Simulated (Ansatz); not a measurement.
## AlP: geometry relaxation (part 1 of 2)

- system: AlP (F-43m, 2 atoms in the cell)
- method: DFT r2SCAN+D3(BJ), scalar-relativistic, plane waves, PAW, no spin polarisation (Ansatz 0.2.0)

It belongs to a series of runs on one base structure; here: elastic and piezoelectric constants, atoms relaxed.

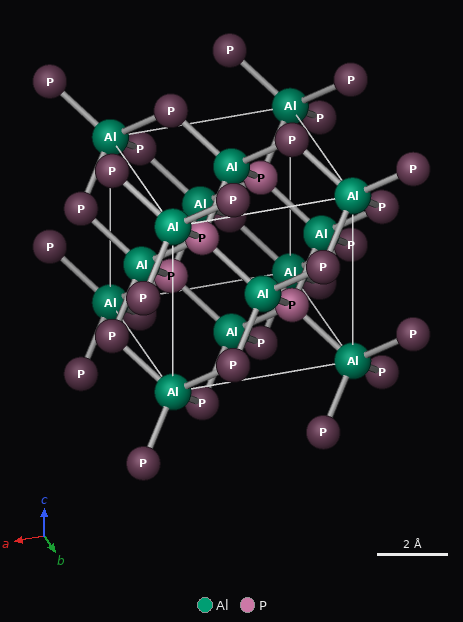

Figure 1. The structure as given in the input (ball-and-stick view of the cell 4 times as large as that of the calculation, set on its symmetry axes, seen at an oblique angle; neighbours outside the cell are drawn fainter).

Input file:
```yaml
crystal:
  lattice:
    - [0.0, 2.7285, 2.7285]
    - [2.7285, 0.0, 2.7285]
    - [2.7285, 2.7285, 0.0]
  atoms:
    - { symbol: Al, position: [0.0, 0.0, 0.0] }
    - { symbol: P, position: [0.25, 0.25, 0.25] }
basis:
  ecutwfc: 500
kpoints:
  mp_grid: { grid: [8, 8, 8] }
hamiltonian:
  xc: r2scan
  dispersion: d3bj
scf:
  occupations: { method: fixed }
output:
  forces: true
  stress: true
  eigenvalues: true
  polarization: {}
elastic:
  mode: relaxed_ion
  stencil: two_point
```

Run on 1 thread of Arm Neoverse N1, 54 GiB of memory available, shared host.

Run as:
```bash
ansatz run input.yaml --threads 1 --pin off --max-ram 2560MiB --backend cpu --events-out ev --progress --plain --runs-dir out
```

Log:
```
Warning: the engine holds no damping parameters fitted to this dispersion correction and functional, so the run takes those fitted to r2scan beside the three-body term, which d3bj leaves out (hamiltonian.dispersion, under Limitations)
Engine: ansatz 0.2.0, aarch64-unknown-linux-gnu
Pseudopotentials: kind: paw
Pseudopotential: Al, paw, valence charge 3, recommended cutoff 500 eV (meta_gga), Al.paw.azcp
Pseudopotential: P, paw, valence charge 5, recommended cutoff 500 eV (meta_gga), P.paw.azcp
Functional definition: r2SCAN
  parameter k0 = 0.174
  parameter k1 = 0.065
  parameter a1 = 4.9479
  exchange = r2scan_x(k0 = k0, k1 = k1, a1 = a1)
  correlation = r2scan_c
Crystal: 2 atoms, lattice volume = 40.626 Å³
Basis set: ecut = 500 eV, 965 PW (Γ), exchange–correlation on 120×120×120 points (64 copies of the dense FFT grid, shifted against one another)
Bands: 8, of which v1, the nominal top of the filled ones, is band 4 counted from 1 (3 counted from 0)
Symmetry: 24 space group operations
Space group: F-43m (ITA 216), of the structure as read, at distance tolerance 3.4e-5 Å
k-points: 29 of 512 (time reversal used)
Non-local potential: Al, projectors of the file, l = 0: 2, l = 1: 2, l = 2: 1
Non-local potential: P, projectors of the file, l = 0: 2, l = 1: 2, l = 2: 2
PAW form: soft (Blöchl's): semilocal exchange-correlation on the pseudo side does not see the compensation charge
PAW frozen core: Al, regenerated for the run's functional (the file was generated under x = pbe(κ = 0.804, μ = 0.2195149727645171), c = pbe(β = 0.06672455060314922))
PAW frozen core: P, regenerated for the run's functional (the file was generated under x = pbe(κ = 0.804, μ = 0.2195149727645171), c = pbe(β = 0.06672455060314922))
PAW one-centre angular grid: Al, 302 points (default); XC on 160 Gauss nodes
PAW one-centre angular grid: P, 302 points (default); XC on 160 Gauss nodes
Initial density: superposition of atomic densities (neutral atoms: chi_scale 0, normalization atom), corrected by the library's trained network
Initial wavefunctions: pseudopotential atomic-orbital guess
Functional: x = r2scan, c = r2scan; τ floored in thin density (d = 2e-4 eV/Å³)
SCF iter   1: F=—  HF=-1301.325009 eV  |F-HF|=—  |Δ(HF+E_count)|=         —  Δρ=2.86e-3  dr2=2.93e-3  dr2_τ=1.34e-2  ethr=1.77e-3  ⟨swp⟩=5.3  Hψ=1721  notcnv=0  defer=50
preconditioner: auto → none  [insulator: Δε(μ)=1.850 eV  Ē_g=10.650 eV  n_scr=8 (ndim 8)  ℏωp=16.5 eV  f_vac=0.000  ε∞_Penn≈3.4]
SCF iter   2: F=—  HF=-1301.356185 eV  |F-HF|=—  |Δ(HF+E_count)|=   3.12e-2  Δρ=1.94e-3  dr2=1.28e-3  dr2_τ=1.84e-5  ethr=3.66e-5  ⟨swp⟩=3.0  Hψ=689  notcnv=0  defer=54
SCF iter   3: F=—  HF=-1301.356308 eV  |F-HF|=—  |Δ(HF+E_count)|=   1.24e-4  Δρ=8.25e-4  dr2=5.04e-4  dr2_τ=7.10e-6  ethr=1.60e-5  ⟨swp⟩=2.8  Hψ=432  notcnv=0  defer=55
SCF iter   4: F=—  HF=-1301.356205 eV  |F-HF|=—  |Δ(HF+E_count)|=   1.03e-4  Δρ=1.73e-4  dr2=1.92e-5  dr2_τ=2.24e-7  ethr=6.30e-6  ⟨swp⟩=2.6  Hψ=399  notcnv=0  defer=53
SCF iter   5: F=—  HF=-1301.356208 eV  |F-HF|=—  |Δ(HF+E_count)|=   2.93e-6  Δρ=3.93e-5  dr2=5.28e-7  dr2_τ=1.28e-8  ethr=2.40e-7  ⟨swp⟩=2.0  Hψ=346  notcnv=0  defer=45
SCF iter   6: F=—  HF=-1301.356210 eV  |F-HF|=—  |Δ(HF+E_count)|=   2.25e-6  Δρ=2.83e-6  dr2=2.65e-9  dr2_τ=8.96e-11  ethr=6.60e-9  ⟨swp⟩=2.7  Hψ=376  notcnv=0  defer=35
SCF iter   7: F=—  HF=-1301.356210 eV  |F-HF|=—  |Δ(HF+E_count)|=   2.62e-9  Δρ=4.92e-7  dr2=1.15e-10  dr2_τ=3.00e-12  ethr=3.31e-11  ⟨swp⟩=2.0  Hψ=350  notcnv=0  defer=35
SCF iter   8: F=—  HF=-1301.356210 eV  |F-HF|=—  |Δ(HF+E_count)|=  3.91e-11  Δρ=7.06e-8  dr2=1.39e-12  dr2_τ=7.94e-14  ethr=1.44e-12  ⟨swp⟩=2.2  Hψ=344  notcnv=0  defer=35
SCF iter   9: F=-1301.356210 eV  HF=-1301.356210 eV  |F-HF|=2.27e-13  |Δ(HF+E_count)|=  1.36e-12  Δρ=1.07e-8  dr2=5.37e-14  dr2_τ=3.86e-16  ethr=1.00e-12  ⟨swp⟩=8.7  Hψ=1694  notcnv=0
SCF 1 converged in 9 iterations: F = -1301.356210 eV  dr2 = 5.37e-14
  greatest PAW one-centre occupation: 0.777 electrons in one spin orbital (limit 2), on the P atom at site 1 (counted from 0), in its partial waves of l = 0
Initial density: handed on by an earlier stage of this run
Initial wavefunctions: those handed on with the density
iter 1 solved again at ethr=1.00e-12 eV; its pass at ethr=3.10e-3 eV (dr2=1.06e-13 eV) is discarded
SCF iter   1: F=—  HF=-1301.356210 eV  |F-HF|=—  |Δ(HF+E_count)|=         —  Δρ=1.06e-8  dr2=5.37e-14  dr2_τ=3.84e-16  ethr=1.00e-12  ⟨swp⟩=1.8  Hψ=1702  notcnv=0
preconditioner: auto → none  [insulator: Δε(μ)=1.905 eV  Ē_g=10.642 eV  n_scr=8 (ndim 8)  ℏωp=16.5 eV  f_vac=0.000  ε∞_Penn≈3.4]
SCF iter   2: F=-1301.356210 eV  HF=-1301.356210 eV  |F-HF|=2.27e-13  |Δ(HF+E_count)|=  9.09e-13  Δρ=5.22e-9  dr2=7.15e-15  dr2_τ=2.84e-16  ethr=1.00e-12  ⟨swp⟩=5.0  Hψ=756  notcnv=0
SCF 2 converged in 2 iterations: F = -1301.356210 eV  dr2 = 7.15e-15
Crystal: 2 atoms, lattice volume = 40.545 Å³
Symmetry: 8 space group operations
k-points: 59 of 512 (time reversal used)
Initial wavefunctions: pseudopotential atomic-orbital guess (no wavefunctions were taken with the density)
iter 1 solved again at ethr=1.66e-6 eV; its pass at ethr=3.10e-3 eV (dr2=1.33e-4 eV) is discarded
SCF iter   1: F=—  HF=-1301.356203 eV  |F-HF|=—  |Δ(HF+E_count)|=         —  Δρ=5.11e-4  dr2=1.49e-4  dr2_τ=1.59e-6  ethr=1.66e-6  ⟨swp⟩=3.6  Hψ=4925  notcnv=0  defer=116
preconditioner: auto → none  [insulator: Δε(μ)=1.881 eV  Ē_g=10.649 eV  n_scr=8 (ndim 8)  ℏωp=16.5 eV  f_vac=0.000  ε∞_Penn≈3.4]
SCF iter   2: F=—  HF=-1301.356165 eV  |F-HF|=—  |Δ(HF+E_count)|=   3.79e-5  Δρ=1.57e-4  dr2=1.05e-5  dr2_τ=2.17e-7  ethr=1.66e-6  ⟨swp⟩=2.6  Hψ=731  notcnv=0  defer=112
SCF iter   3: F=—  HF=-1301.356163 eV  |F-HF|=—  |Δ(HF+E_count)|=   1.25e-6  Δρ=5.37e-5  dr2=9.20e-7  dr2_τ=2.69e-8  ethr=1.31e-7  ⟨swp⟩=1.5  Hψ=562  notcnv=0  defer=98
SCF iter   4: F=—  HF=-1301.356164 eV  |F-HF|=—  |Δ(HF+E_count)|=   3.74e-7  Δρ=1.04e-5  dr2=2.35e-8  dr2_τ=4.60e-10  ethr=1.15e-8  ⟨swp⟩=2.2  Hψ=712  notcnv=0  defer=84
SCF iter   5: F=—  HF=-1301.356164 eV  |F-HF|=—  |Δ(HF+E_count)|=   1.18e-8  Δρ=7.27e-7  dr2=2.74e-10  dr2_τ=2.05e-11  ethr=2.93e-10  ⟨swp⟩=2.8  Hψ=723  notcnv=0  defer=84
SCF iter   6: F=—  HF=-1301.356164 eV  |F-HF|=—  |Δ(HF+E_count)|=  7.69e-11  Δρ=6.29e-8  dr2=1.23e-12  dr2_τ=3.30e-14  ethr=3.43e-12  ⟨swp⟩=2.6  Hψ=768  notcnv=0  defer=84
SCF iter   7: F=-1301.356164 eV  HF=-1301.356164 eV  |F-HF|=4.55e-13  |Δ(HF+E_count)|=    0.00e0  Δρ=8.79e-9  dr2=2.26e-14  dr2_τ=1.49e-15  ethr=1.00e-12  ⟨swp⟩=5.9  Hψ=1720  notcnv=0
SCF 3 converged in 7 iterations: F = -1301.356164 eV  dr2 = 2.26e-14
NSCF: frozen V_eff on 62 k-points
Crystal: 2 atoms, lattice volume = 40.707 Å³
Basis set: ecut = 500 eV, 1029 PW (Γ), exchange–correlation on 120×120×120 points (64 copies of the dense FFT grid, shifted against one another)
iter 1 solved again at ethr=2.42e-6 eV; its pass at ethr=3.10e-3 eV (dr2=1.93e-4 eV) is discarded
SCF iter   1: F=—  HF=-1301.356156 eV  |F-HF|=—  |Δ(HF+E_count)|=         —  Δρ=5.09e-4  dr2=1.49e-4  dr2_τ=1.59e-6  ethr=2.42e-6  ⟨swp⟩=3.3  Hψ=4855  notcnv=0  defer=116
preconditioner: auto → none  [insulator: Δε(μ)=1.911 eV  Ē_g=10.635 eV  n_scr=8 (ndim 8)  ℏωp=16.5 eV  f_vac=0.000  ε∞_Penn≈3.4]
SCF iter   2: F=—  HF=-1301.356119 eV  |F-HF|=—  |Δ(HF+E_count)|=   3.72e-5  Δρ=1.56e-4  dr2=1.04e-5  dr2_τ=2.20e-7  ethr=1.87e-6  ⟨swp⟩=2.5  Hψ=723  notcnv=0  defer=111
SCF iter   3: F=—  HF=-1301.356117 eV  |F-HF|=—  |Δ(HF+E_count)|=   1.40e-6  Δρ=5.39e-5  dr2=9.43e-7  dr2_τ=2.73e-8  ethr=1.31e-7  ⟨swp⟩=1.5  Hψ=579  notcnv=0  defer=96
SCF iter   4: F=—  HF=-1301.356118 eV  |F-HF|=—  |Δ(HF+E_count)|=   4.84e-7  Δρ=1.05e-5  dr2=2.39e-8  dr2_τ=4.62e-10  ethr=1.18e-8  ⟨swp⟩=2.3  Hψ=712  notcnv=0  defer=73
SCF iter   5: F=—  HF=-1301.356118 eV  |F-HF|=—  |Δ(HF+E_count)|=   1.22e-8  Δρ=7.89e-7  dr2=3.16e-10  dr2_τ=2.27e-11  ethr=2.98e-10  ⟨swp⟩=2.9  Hψ=737  notcnv=0  defer=73
SCF iter   6: F=—  HF=-1301.356118 eV  |F-HF|=—  |Δ(HF+E_count)|=  9.55e-11  Δρ=6.82e-8  dr2=1.33e-12  dr2_τ=4.00e-14  ethr=3.96e-12  ⟨swp⟩=2.6  Hψ=725  notcnv=0  defer=73
SCF iter   7: F=-1301.356118 eV  HF=-1301.356118 eV  |F-HF|=2.27e-13  |Δ(HF+E_count)|=  9.09e-13  Δρ=9.28e-9  dr2=2.39e-14  dr2_τ=3.61e-15  ethr=1.00e-12  ⟨swp⟩=6.0  Hψ=1794  notcnv=0
SCF 4 converged in 7 iterations: F = -1301.356118 eV  dr2 = 2.39e-14
  Residual-converged pass: ⟨swp⟩=1.1  Hψ=713  notcnv=0  max |occ|·‖R‖ = 7.1e-9 eV (tolerance 1.0e-8 eV)  dr2=2.39e-14  dr2_τ=3.61e-15  dr2_onsite=1.79e-15  max |Δocc| = 0.0e0
NSCF: frozen V_eff on 62 k-points
Basis set: ecut = 500 eV, 1001 PW (Γ), exchange–correlation on 120×120×120 points (64 copies of the dense FFT grid, shifted against one another)
Symmetry: 4 space group operations
k-points: 95 of 512 (time reversal used)
iter 1 solved again at ethr=1.92e-6 eV; its pass at ethr=3.10e-3 eV (dr2=1.54e-4 eV) is discarded
SCF iter   1: F=—  HF=-1301.356220 eV  |F-HF|=—  |Δ(HF+E_count)|=         —  Δρ=4.63e-4  dr2=1.42e-4  dr2_τ=1.64e-6  ethr=1.92e-6  ⟨swp⟩=3.4  Hψ=7919  notcnv=0  defer=189
preconditioner: auto → none  [insulator: Δε(μ)=1.903 eV  Ē_g=10.642 eV  n_scr=8 (ndim 8)  ℏωp=16.5 eV  f_vac=0.000  ε∞_Penn≈3.4]
SCF iter   2: F=—  HF=-1301.356167 eV  |F-HF|=—  |Δ(HF+E_count)|=   5.26e-5  Δρ=1.51e-4  dr2=1.33e-5  dr2_τ=7.12e-8  ethr=1.78e-6  ⟨swp⟩=2.0  Hψ=1075  notcnv=0  defer=182
SCF iter   3: F=—  HF=-1301.356163 eV  |F-HF|=—  |Δ(HF+E_count)|=   4.29e-6  Δρ=2.12e-5  dr2=1.63e-7  dr2_τ=4.46e-9  ethr=1.67e-7  ⟨swp⟩=2.1  Hψ=1131  notcnv=0  defer=168
SCF iter   4: F=—  HF=-1301.356163 eV  |F-HF|=—  |Δ(HF+E_count)|=   2.22e-7  Δρ=5.83e-6  dr2=9.27e-9  dr2_τ=1.88e-10  ethr=2.04e-9  ⟨swp⟩=2.3  Hψ=1055  notcnv=0  defer=145
SCF iter   5: F=—  HF=-1301.356163 eV  |F-HF|=—  |Δ(HF+E_count)|=   6.91e-9  Δρ=8.71e-7  dr2=1.92e-10  dr2_τ=6.01e-12  ethr=1.16e-10  ⟨swp⟩=2.1  Hψ=1138  notcnv=0  defer=145
SCF iter   6: F=—  HF=-1301.356163 eV  |F-HF|=—  |Δ(HF+E_count)|=  4.02e-11  Δρ=1.42e-7  dr2=1.43e-11  dr2_τ=2.76e-13  ethr=2.40e-12  ⟨swp⟩=2.4  Hψ=1176  notcnv=0  defer=145
SCF iter   7: F=—  HF=-1301.356163 eV  |F-HF|=—  |Δ(HF+E_count)|=  4.55e-12  Δρ=5.24e-8  dr2=1.57e-12  dr2_τ=3.40e-14  ethr=1.79e-13 (applied; sched 1.00e-12)  ⟨swp⟩=2.6  Hψ=1124  notcnv=0  defer=145
SCF iter   8: F=-1301.356163 eV  HF=-1301.356163 eV  |F-HF|=2.27e-13  |Δ(HF+E_count)|=  2.27e-13  Δρ=6.51e-9  dr2=1.47e-14  dr2_τ=3.14e-16  ethr=1.00e-12  ⟨swp⟩=4.0  Hψ=3191  notcnv=0
SCF 5 converged in 8 iterations: F = -1301.356163 eV  dr2 = 1.47e-14
relax step   1: F+E_penalty+E_count = -1301.35616295 eV  Δ(F+E_penalty+E_count) = +0.000e0 eV  max|allowed force component| = 1.713e-2 eV/Å  Δτ_max = 0.0000 Å  (8 SCF iters, accepted)
iter 1 solved again at ethr=7.95e-9 eV; its pass at ethr=3.10e-3 eV (dr2=6.36e-7 eV) is discarded
SCF iter   1: F=—  HF=-1301.356175 eV  |F-HF|=—  |Δ(HF+E_count)|=         —  Δρ=4.02e-5  dr2=7.07e-7  dr2_τ=3.87e-7  ethr=7.95e-9  ⟨swp⟩=2.5  Hψ=5634  notcnv=0  defer=123
preconditioner: auto → none  [insulator: Δε(μ)=1.898 eV  Ē_g=10.642 eV  n_scr=8 (ndim 8)  ℏωp=16.5 eV  f_vac=0.000  ε∞_Penn≈3.4]
SCF iter   2: F=—  HF=-1301.356175 eV  |F-HF|=—  |Δ(HF+E_count)|=   1.41e-7  Δρ=1.88e-5  dr2=9.63e-8  dr2_τ=2.16e-9  ethr=7.95e-9  ⟨swp⟩=2.4  Hψ=1148  notcnv=0  defer=124
SCF iter   3: F=—  HF=-1301.356175 eV  |F-HF|=—  |Δ(HF+E_count)|=   4.31e-8  Δρ=4.86e-6  dr2=6.22e-9  dr2_τ=8.69e-11  ethr=1.20e-9  ⟨swp⟩=1.9  Hψ=1014  notcnv=0  defer=125
SCF iter   4: F=—  HF=-1301.356175 eV  |F-HF|=—  |Δ(HF+E_count)|=   4.06e-9  Δρ=2.05e-7  dr2=9.08e-12  dr2_τ=4.10e-13  ethr=7.78e-11  ⟨swp⟩=2.1  Hψ=1127  notcnv=0  defer=125
SCF iter   5: F=—  HF=-1301.356175 eV  |F-HF|=—  |Δ(HF+E_count)|=  1.43e-11  Δρ=2.83e-8  dr2=1.22e-13  dr2_τ=9.58e-15  ethr=1.14e-13 (applied; sched 1.00e-12)  ⟨swp⟩=2.1  Hψ=1159  notcnv=0  defer=125
SCF iter   6: F=-1301.356175 eV  HF=-1301.356175 eV  |F-HF|=4.55e-13  |Δ(HF+E_count)|=  2.27e-13  Δρ=3.24e-9  dr2=2.01e-15  dr2_τ=8.33e-17  ethr=1.00e-12  ⟨swp⟩=5.0  Hψ=2528  notcnv=0
SCF 6 converged in 6 iterations: F = -1301.356175 eV  dr2 = 2.01e-15
relax step   2: F+E_penalty+E_count = -1301.35617497 eV  Δ(F+E_penalty+E_count) = -1.202e-5 eV  max|allowed force component| = 6.321e-3 eV/Å  Δτ_max = 0.0005 Å  (6 SCF iters, accepted)
SCF iter   1: F=—  HF=-1301.356177 eV  |F-HF|=—  |Δ(HF+E_count)|=         —  Δρ=2.34e-5  dr2=2.40e-7  dr2_τ=1.32e-7  ethr=3.02e-8  ⟨swp⟩=4.0  Hψ=4328  notcnv=0  defer=189
preconditioner: auto → none  [insulator: Δε(μ)=1.896 eV  Ē_g=10.642 eV  n_scr=8 (ndim 8)  ℏωp=16.5 eV  f_vac=0.000  ε∞_Penn≈3.4]
SCF iter   2: F=—  HF=-1301.356177 eV  |F-HF|=—  |Δ(HF+E_count)|=   4.61e-7  Δρ=1.10e-5  dr2=3.32e-8  dr2_τ=7.16e-10  ethr=3.00e-9  ⟨swp⟩=2.1  Hψ=1823  notcnv=0  defer=75
SCF iter   3: F=—  HF=-1301.356177 eV  |F-HF|=—  |Δ(HF+E_count)|=   1.48e-8  Δρ=2.80e-6  dr2=2.05e-9  dr2_τ=2.80e-11  ethr=4.15e-10  ⟨swp⟩=1.9  Hψ=1027  notcnv=0  defer=75
SCF iter   4: F=—  HF=-1301.356177 eV  |F-HF|=—  |Δ(HF+E_count)|=   1.35e-9  Δρ=1.17e-7  dr2=3.15e-12  dr2_τ=9.15e-14  ethr=2.56e-11  ⟨swp⟩=2.1  Hψ=1140  notcnv=0  defer=75
SCF iter   5: F=-1301.356177 eV  HF=-1301.356177 eV  |F-HF|=0.00e0  |Δ(HF+E_count)|=  5.00e-12  Δρ=1.72e-8  dr2=6.18e-14  dr2_τ=4.44e-15  ethr=1.00e-12  ⟨swp⟩=6.2  Hψ=2934  notcnv=0
SCF 7 converged in 5 iterations: F = -1301.356177 eV  dr2 = 6.18e-14
relax step   3: F+E_penalty+E_count = -1301.35617686 eV  Δ(F+E_penalty+E_count) = -1.895e-6 eV  max|allowed force component| = 1.938e-7 eV/Å  Δτ_max = 0.0003 Å  (5 SCF iters, accepted)
iter 1 solved again at ethr=1.00e-12 eV; its pass at ethr=3.10e-3 eV (dr2=5.74e-14 eV) is discarded
SCF iter   1: F=—  HF=-1301.356177 eV  |F-HF|=—  |Δ(HF+E_count)|=         —  Δρ=1.72e-8  dr2=6.17e-14  dr2_τ=4.43e-15  ethr=1.00e-12  ⟨swp⟩=2.1  Hψ=5607  notcnv=0  defer=24
SCF iter   2: F=-1301.356177 eV  HF=-1301.356177 eV  |F-HF|=6.82e-13  |Δ(HF+E_count)|=  1.14e-12  Δρ=8.58e-9  dr2=1.03e-14  dr2_τ=8.23e-16  ethr=1.00e-12  ⟨swp⟩=5.0  Hψ=2463  notcnv=0
SCF 8 converged in 2 iterations: F = -1301.356177 eV  dr2 = 1.03e-14
NSCF: frozen V_eff on 98 k-points
iter 1 solved again at ethr=1.93e-6 eV; its pass at ethr=3.10e-3 eV (dr2=1.54e-4 eV) is discarded
SCF iter   1: F=—  HF=-1301.356220 eV  |F-HF|=—  |Δ(HF+E_count)|=         —  Δρ=4.62e-4  dr2=1.42e-4  dr2_τ=1.63e-6  ethr=1.93e-6  ⟨swp⟩=3.5  Hψ=7913  notcnv=0  defer=188
SCF iter   2: F=—  HF=-1301.356167 eV  |F-HF|=—  |Δ(HF+E_count)|=   5.25e-5  Δρ=1.51e-4  dr2=1.34e-5  dr2_τ=7.11e-8  ethr=1.78e-6  ⟨swp⟩=2.0  Hψ=1080  notcnv=0  defer=183
SCF iter   3: F=—  HF=-1301.356163 eV  |F-HF|=—  |Δ(HF+E_count)|=   4.44e-6  Δρ=2.11e-5  dr2=1.63e-7  dr2_τ=4.49e-9  ethr=1.67e-7  ⟨swp⟩=2.1  Hψ=1132  notcnv=0  defer=165
SCF iter   4: F=—  HF=-1301.356163 eV  |F-HF|=—  |Δ(HF+E_count)|=   8.17e-8  Δρ=5.88e-6  dr2=9.35e-9  dr2_τ=1.92e-10  ethr=2.03e-9  ⟨swp⟩=2.3  Hψ=1065  notcnv=0  defer=153
SCF iter   5: F=—  HF=-1301.356163 eV  |F-HF|=—  |Δ(HF+E_count)|=   6.88e-9  Δρ=8.41e-7  dr2=1.82e-10  dr2_τ=5.40e-12  ethr=1.17e-10  ⟨swp⟩=2.0  Hψ=1139  notcnv=0  defer=154
SCF iter   6: F=—  HF=-1301.356163 eV  |F-HF|=—  |Δ(HF+E_count)|=  3.75e-11  Δρ=1.31e-7  dr2=1.23e-11  dr2_τ=2.21e-13  ethr=2.27e-12  ⟨swp⟩=2.4  Hψ=1174  notcnv=0  defer=153
SCF iter   7: F=—  HF=-1301.356163 eV  |F-HF|=—  |Δ(HF+E_count)|=  3.64e-12  Δρ=4.57e-8  dr2=1.29e-12  dr2_τ=2.76e-14  ethr=1.54e-13 (applied; sched 1.00e-12)  ⟨swp⟩=2.6  Hψ=1122  notcnv=0  defer=153
SCF iter   8: F=-1301.356163 eV  HF=-1301.356163 eV  |F-HF|=2.27e-13  |Δ(HF+E_count)|=  4.55e-13  Δρ=6.31e-9  dr2=1.48e-14  dr2_τ=2.92e-16  ethr=1.00e-12  ⟨swp⟩=3.9  Hψ=3164  notcnv=0
SCF 9 converged in 8 iterations: F = -1301.356163 eV  dr2 = 1.48e-14
relax step   1: F+E_penalty+E_count = -1301.35616295 eV  Δ(F+E_penalty+E_count) = +0.000e0 eV  max|allowed force component| = 1.713e-2 eV/Å  Δτ_max = 0.0000 Å  (8 SCF iters, accepted)
iter 1 solved again at ethr=7.95e-9 eV; its pass at ethr=3.10e-3 eV (dr2=6.36e-7 eV) is discarded
```
